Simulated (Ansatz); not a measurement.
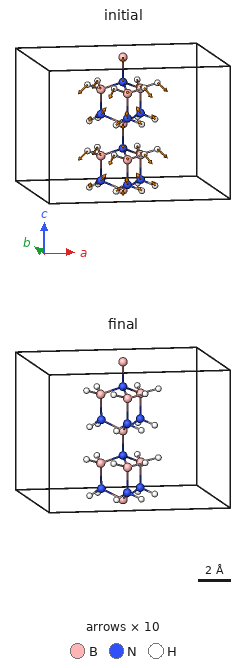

The structure of a wire of composition BH$_{3}$N before (top) and after (bottom) a relaxation, at one scale. The orange arrows give the displacements (the part carried along by the change of the cell is left out), magnified 10 times.

Style: ball-and-stick. Shown: the 2 repeat of the cell, with the vacuum cut short, slightly off an axis.

Case: wire along [0 0 1], 8 atoms a period, capped with H.

Method: Ansatz, DFT PBE, scalar-relativistic, plane waves, PAW.

Input
```yaml
crystal:
  lattice:
    - [13.5, 0.0, 0.0]
    - [0.0, 13.2, 0.0]
    - [0.0, 0.0, 4.2245145362]
  atoms:
    - { symbol: B, position: [0.5, 0.5067221236, 0.9998058547] }
    - { symbol: B, position: [0.5, 0.3949882216, 0.4998058547] }
    - { symbol: B, position: [0.4053859224, 0.5625890746, 0.4998058547] }
    - { symbol: B, position: [0.5946140776, 0.5625890746, 0.4998058547] }
    - { symbol: "N", position: [0.5, 0.5067221236, 0.6251941453] }
    - { symbol: "N", position: [0.5, 0.3949882216, 0.1251941453] }
    - { symbol: "N", position: [0.4053859224, 0.5625890746, 0.1251941453] }
    - { symbol: "N", position: [0.5946140776, 0.5625890746, 0.1251941453] }
    - { symbol: H, position: [0.4281545723, 0.3525655179, 0.5950197551] }
    - { symbol: H, position: [0.5718454277, 0.3525655179, 0.5950197551] }
    - { symbol: H, position: [0.3335404947, 0.5201663708, 0.5950197551] }
    - { symbol: H, position: [0.4053859224, 0.6474344821, 0.5950197551] }
    - { symbol: H, position: [0.6664595053, 0.5201663708, 0.5950197551] }
    - { symbol: H, position: [0.5946140776, 0.6474344821, 0.5950197551] }
    - { symbol: H, position: [0.4384182049, 0.3586259041, 0.0435822307] }
    - { symbol: H, position: [0.5615817951, 0.3586259041, 0.0435822307] }
    - { symbol: H, position: [0.3438041272, 0.5262267571, 0.0435822307] }
    - { symbol: H, position: [0.4053859224, 0.6353137096, 0.0435822307] }
    - { symbol: H, position: [0.6561958728, 0.5262267571, 0.0435822307] }
    - { symbol: H, position: [0.5946140776, 0.6353137096, 0.0435822307] }
basis:
  ecutwfc: 420
kpoints:
  mp_grid: { grid: [1, 1, 8] }
hamiltonian:
  xc: pbe
scf:
  occupations: { method: gaussian, width: 0.05 }
output:
  forces: true
  stress: true
  eigenvalues: true
  populations: true
  write_density: true
  write_potential: true
  elf: true
  volumetric_format: npy
relax:
  adjacent_minimum: "off"
  f_tol: 0.02
  max_steps: 45
  cell: { fix: [a, b, alpha, beta, gamma], stress_tol: 0.03 }
```

Launched with:
```bash
ansatz run input.yaml --threads 4 --pin off --max-ram 11264MiB --backend cpu --events-out ev --progress --plain --runs-dir out
```

### What changed between the two?

The largest moves relative to the centre of the atoms, 0.088 Å, are those of H9, H10, H11, H12, H13 and H14. By element the largest moves are H 0.088 Å, N 0.060 Å, B 0.041 Å. Along the periodic axis the drawn cell goes c 8.449 → 8.767 Å (+3.8 %). Near-neighbour distances that change, for instance: B2–H10 1.190 → 1.224 Å, B2–N6 1.583 → 1.616 Å, B2–N5 1.567 → 1.587 Å, B1–N5 1.583 → 1.577 Å. Among the angles between lasting bonds that change: H17–N7–H18 109.2° → 102.7°, B1–N7–B3 109.8° → 115.6°, N6–B1–N7 109.2° → 104.7°. Over 6 accepted moves (8 points after the start) the energy falls by 0.512 eV per cell of the calculation. The largest force component goes from 1.8 to 0.012 eV/Å. At 2 points the geometry stayed and the basis and grid were re-selected for the new cell (energy shift of 23.7 meV per cell of the calculation at most each time). The run took 61 s on 4 threads of Arm Neoverse V1, with other jobs on the host, peak memory 1 GiB.
